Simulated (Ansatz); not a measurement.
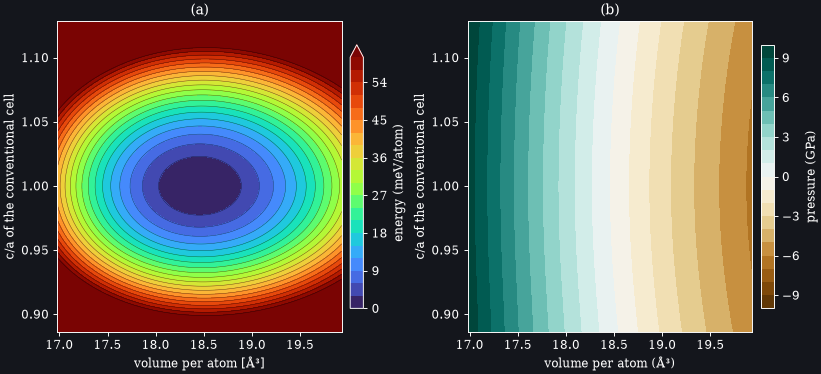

Si (Ia-3, No. 206; 8 atoms in the cell). 
- The energy is mapped over volume and the cell's shape.
- Coordinates scanned: (1) volume per atom; (2) c/a of the conventional cell.
- Nothing is relaxed (fractional coordinates fixed).
- The grid has 7 × 7 points.
- Points are written as (first, second).
- Energies are in meV/atom, from the lowest grid point.
- These are results of DFT PBE, scalar-relativistic, plane waves, PAW (Ansatz), not measurements. Settings: cutoff 420 eV, k-mesh 10×10×10, gaussian smearing 0.15 eV, no spin polarisation.

Panel (a) is the energy and panel (b) the computed pressure on the same grid.

Drawn: filled contours, one colour for all values above the top of the scale. Between grid points the surface is interpolated.

**How does the pressure vary over the map, and what is it at the lowest grid point?**

It runs from −6.2 GPa at (19.93 Å³, 1.000) to 9.9 GPa at (16.98 Å³, 1.128). At the lowest grid point, (18.46 Å³, 1.000), it is 0.0 GPa. The pressure is minus the slope of the energy with volume, so it vanishes at the true minimum, which need not be a grid point.

```csv
"c/a of the conventional cell ↓, volume per atom →",16.98,17.47,17.96,18.46,18.95,19.44,19.93
1.128,9.9,6.3,3.2,0.5,−1.8,−3.9,−5.6
1.084,9.7,6.1,2.9,0.2,−2.1,−4.2,−5.9
1.041,9.6,5.9,2.8,0.0,−2.3,−4.4,−6.1
1.000,9.5,5.9,2.7,0.0,−2.4,−4.4,−6.2
0.961,9.6,5.9,2.8,0.0,−2.3,−4.4,−6.1
0.923,9.7,6.1,2.9,0.2,−2.2,−4.2,−6.0
0.886,9.8,6.2,3.1,0.4,−1.9,−4.0,−5.7
```

PAW datasets: the set soft_1.
